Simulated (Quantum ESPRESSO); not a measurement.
## KBr (Fm-3m): a worked LO-TO splitting

Wanted: the LO mode of KBr (Fm-3m) from the TO mode and the field response.

Main program and level: Quantum ESPRESSO 7.5; DFT LDA, scalar-relativistic, plane waves, PseudoDojo norm-conserving pseudopotentials.

## 1. The relaxed structure

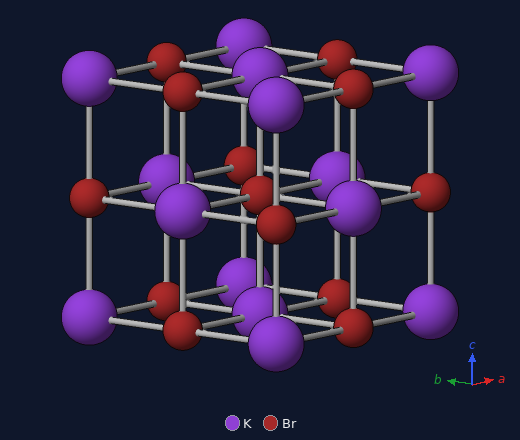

The starting structure, seen from a free direction (potassium purple, bromine red). This picture shows the conventional cell, with its axes. Some periodic images of atoms are drawn too.

As a file:

```
K Br
1.0
    -3.18496    0.00000    3.18496
     0.00000    3.18496    3.18496
    -3.18496    3.18496    0.00000
K Br
1 1
Direct
  0.00000 0.00000 0.00000
  0.50000 0.50000 0.50000
```

This is the cell after its relaxation at this level of theory, not the database cell from which that began.

## 2. What the response run gave

A linear-response run on the relaxed cell, with the response to an electric field; only its zone-centre results are used. Cutoff 79 Ry, k mesh 8×8×8.

Log:

```text
[banners, grids, parts of the stress and lines that vanish by symmetry left out]
Program PHONON v.7.5
     Reading xml data from directory:

[...]
Exchange-correlation= PW
                           (   1   4   0   0   0   0   0)
[...]
kinetic-energy cut-off    =      79.0000  Ry
     charge density cut-off    =     316.0000  Ry
     convergence threshold     =      1.0E-18
[...]
Exchange-correlation= PW
                           (   1   4   0   0   0   0   0)
[...]
q = (   0.0000000   0.0000000   0.0000000 )
     49 Sym.Ops. (with q -> -q+G )
     G cutoff =  579.9150  (  41151 G-vectors)     FFT grid: ( 50, 50, 50)
     number of k points=    29
[...]
Mode symmetry, O_h (m-3m)  point group:
[...]
Dielectric constant
[...]
End of electric fields calculation
          Dielectric constant in cartesian axis
          (       2.762462115      -0.000000000       0.000000000 )
          (      -0.000000000       2.762462115       0.000000000 )
          (       0.000000000       0.000000000       2.762462115 )
          Effective charges (d Force / dE) in cartesian axis without acoustic sum rule applied (asr)
           atom    1  K     Mean Z*:        1.10200
      Ex  (        1.10200       -0.00000       -0.00000 )
      Ey  (       -0.00000        1.10200        0.00000 )
      Ez  (       -0.00000        0.00000        1.10200 )
           atom    2  Br    Mean Z*:       -1.10291
      Ex  (       -1.10291       -0.00000       -0.00000 )
      Ey  (       -0.00000       -1.10291        0.00000 )
      Ez  (       -0.00000        0.00000       -1.10291 )
          Effective charges Sum: Mean:       -0.00092
[...]
Effective charges (d Force / dE) in cartesian axis with asr applied:
           atom    1  K     Mean Z*:        1.10246
[...]
atom    2  Br    Mean Z*:       -1.10246
[...]
Representation #   1 modes #   1   2   3
[...]
End of self-consistent calculation
     Convergence has been achieved
     Representation #   2 modes #   4   5   6
[...]
End of self-consistent calculation
     Convergence has been achieved
[...]
Dielectric constant in cartesian axis
          (       2.762462115      -0.000000000       0.000000000 )
          (      -0.000000000       2.762462115       0.000000000 )
          (       0.000000000       0.000000000       2.762462115 )
          Effective charges (d Force / dE) in cartesian axis without acoustic sum rule applied (asr)
           atom    1  K     Mean Z*:        1.10200
      Ex  (        1.10200       -0.00000       -0.00000 )
      Ey  (       -0.00000        1.10200        0.00000 )
      Ez  (       -0.00000        0.00000        1.10200 )
           atom    2  Br    Mean Z*:       -1.10291
      Ex  (       -1.10291       -0.00000       -0.00000 )
      Ey  (       -0.00000       -1.10291        0.00000 )
      Ez  (       -0.00000        0.00000       -1.10291 )
          Effective charges Sum: Mean:       -0.00092
[...]
Effective charges (d Force / dE) in cartesian axis with asr applied:
           atom    1  K     Mean Z*:        1.10246
[...]
atom    2  Br    Mean Z*:       -1.10246
[...]
q = (    0.000000000   0.000000000   0.000000000 )
[...]
freq (    1) =      -0.024794 [THz] =      -0.827027 [cm-1]
     freq (    2) =      -0.024794 [THz] =      -0.827027 [cm-1]
     freq (    3) =      -0.024794 [THz] =      -0.827027 [cm-1]
     freq (    4) =       3.898806 [THz] =     130.050175 [cm-1]
     freq (    5) =       3.898806 [THz] =     130.050175 [cm-1]
     freq (    6) =       3.898806 [THz] =     130.050175 [cm-1]
[...]
Mode symmetry, O_h (m-3m)  point group:
     freq (   1-   3) =         -0.8  [cm-1]   --> T_1u G_15  G_4- I
     freq (   4-   6) =        130.1  [cm-1]   --> T_1u G_15  G_4- I

   JOB DONE.
```

```
                       quantity   value
             cell volume Ω (Å³)  64.617
                  mass of K (u)  39.098
                 mass of Br (u)  79.904
      Born charge of K, raw (e)   1.102
     Born charge of Br, raw (e)  -1.103
                             ε∞   2.763
ω(TO) after the sum rule (cm⁻¹)   130.1
```

## 3. The calculation

The charges must sum to zero over the cell; taking off their mean, 0.000 e, leaves Z* = 1.102 e on K. In the polar mode K moves against Br, so the reduced mass is μ = 39.10 × 79.90 / 119.00 = 26.253 u.

A longitudinal wave builds up a field that adds to the restoring force: ω(LO)² = ω(TO)² + 4π Z*² / (μ Ω ε∞), in Hartree atomic units. With μ = 47855 electron masses and Ω = 436.05 bohr³ the second term is 2.6494e-07 Ha², or 12762 cm⁻² (1 Ha = 219474.6 cm⁻¹).

So ω(LO) = √(16916 + 12762) = 172.3 cm⁻¹, and by the Lyddane-Sachs-Teller relation ε₀ = ε∞ (ω(LO)/ω(TO))² = 4.85.

## 4. Check against the program

The analysis program adds the same non-analytic term to the full matrix, here for q along (1 0 0).

Log:

```text
[banner, memory and clock lines left out]
Program DYNMAT v.7.5

     Reading Dynamical Matrix from file g.dyn
     ...Force constants read
     ...epsilon and Z* read

     Polarizability (A^3 units)
     multiply by 0.629926 for Clausius-Mossotti correction
         9.062621   -0.000000    0.000000
        -0.000000    9.062621    0.000000
         0.000000    0.000000    9.062621

     IR activities are in (D/A)^2/amu units

# mode   [cm-1]    [THz]      IR
    1     -0.00   -0.0000    0.0000
    2     -0.00   -0.0000    0.0000
    3      0.00    0.0000    0.0000
    4    130.06    3.8990    1.0681
    5    130.06    3.8990    1.0681
    6    172.27    5.1646    1.0681
```

ε₀ comes from the program's run without a direction of q.

```
    quantity  by hand  program
ω(LO) (cm⁻¹)    172.3    172.3
          ε₀     4.85     4.85
```

## 5. Summary of results

* TO mode: 130.1 cm⁻¹
* LO mode: 172.3 cm⁻¹
* static dielectric constant: 4.847

In words: The LO mode of KBr (Fm-3m) lies at 172 cm⁻¹, 42 cm⁻¹ above the TO mode; the formula meets the program within 0.1 cm⁻¹, as it must for a cubic crystal with one polar mode. ω(LO)² − ω(TO)² goes with Z*²/ε∞: an error of 5 % in ε∞ would move the LO mode by 1.8 cm⁻¹, and semilocal functionals tend to overestimate ε∞. These are harmonic values at zero temperature, at the volume of this functional, for the structure held cubic; stability elsewhere in the zone is no part of this calculation.

[Host names and launcher messages were left out of these logs when they were recorded.]

[Logs are printed without paths, hosts, clocks, repeated set-up lines and the standing remarks that a program may print on its own settings, such as how far it seeks lower states.]

[Hosts, paths, dates, database ids (printed as entryN), source tags and the programs' standing remarks are cut or masked in the printed files.]
